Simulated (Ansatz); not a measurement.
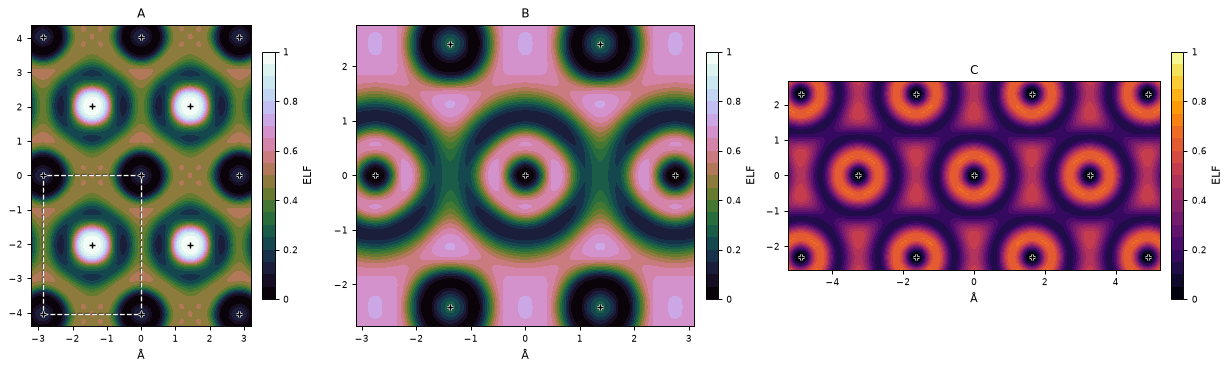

The ELF of 3 systems, each on a plane through atoms (crosses mark nuclei in the plane).

Theory: DFT PBE, scalar-relativistic, plane waves, PAW in Ansatz.

System 1: Ti, the (011) plane of the conventional cell. Space group Im-3m; computed without spin polarisation.

```
CELL_PARAMETERS angstrom
3.26623 0.00000 0.00000
0.00000 3.26623 0.00000
0.00000 0.00000 3.26623
ATOMIC_POSITIONS crystal
Ti 0.00000 0.00000 0.00000
Ti 0.50000 0.50000 0.50000
```

System 2: TiAl, the (101) plane of the conventional cell. Space group P4/mmm; a structure from a database of computed crystals, not necessarily the ambient phase; computed pressure about 10 GPa in this cell; computed without spin polarisation.

```xyz
2
Lattice="2.7521 0.0000 0.0000 0.0000 2.7521 0.0000 0.0000 0.0000 3.9738" Properties=species:S:1:pos:R:3 pbc="T T T"
Ti    1.3760    1.3760    1.9869
Al    0.0000    0.0000    0.0000
```

System 3: AlCo, the (101) plane of the conventional cell. Space group Pm-3m; a structure from a database of computed crystals, not necessarily the ambient phase; computed pressure about −2 GPa in this cell; computed without spin polarisation.

```cif
data_structure
_symmetry_space_group_name_H-M 'P 1'
_symmetry_Int_Tables_number 1
_cell_length_a 2.8628
_cell_length_b 2.8628
_cell_length_c 2.8628
_cell_angle_alpha 90.000
_cell_angle_beta 90.000
_cell_angle_gamma 90.000
_cell_volume 23.46
loop_
_atom_site_label
_atom_site_type_symbol
_atom_site_fract_x
_atom_site_fract_y
_atom_site_fract_z
_atom_site_occupancy
Al1 Al 0.00000 0.00000 0.00000 1
Co1 Co 0.50000 0.50000 0.50000 1
```

Question: Match each panel to its system.

Answer: Panel A is system 3, AlCo: the plane holds Al and Co. Al–Co (2.48 Å): the ELF is about 0.40 at the midpoint. Panel B is system 2, TiAl: the plane holds Ti and Al. Ti–Ti (2.75 Å): the ELF is about 0.30 at the midpoint; no localised pair shows between them. Panel C is system 1, Ti: the plane holds Ti. Ti–Ti (2.83 Å): the ELF is about 0.15 at the midpoint (no localised pair shows between them).
